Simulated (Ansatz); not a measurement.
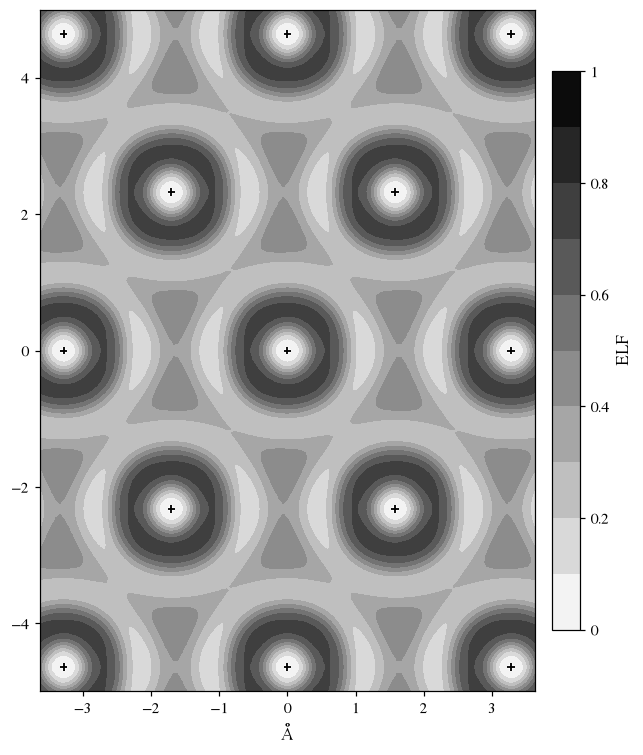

The electron localisation function on a plane through atoms (crosses mark nuclei in the plane).

The calculation used DFT PBEsol, scalar-relativistic, plane waves, PAW in Ansatz.

Candidates:
A. HfN, a = 4.50 Å, b = 4.50 Å, c = 4.50 Å, α = 90.00°, β = 90.00°, γ = 90.00°. Space group Fm-3m; computed without spin polarisation.
B. Ta, a = 4.64 Å, b = 3.28 Å, c = 4.64 Å, α = 90.00°, β = 90.00°, γ = 90.00°. Space group Cmcm; not relaxed (largest force 0.4 eV/Å).

**Which system is this?**

Candidate B: Ta on the (100) plane of the conventional cell, which holds Ta. Ta–Ta (2.81 Å): the ELF is about 0.30 at the midpoint (no localised pair shows between them). Ta–Ta (2.88 Å): the ELF is about 0.30 at the midpoint.
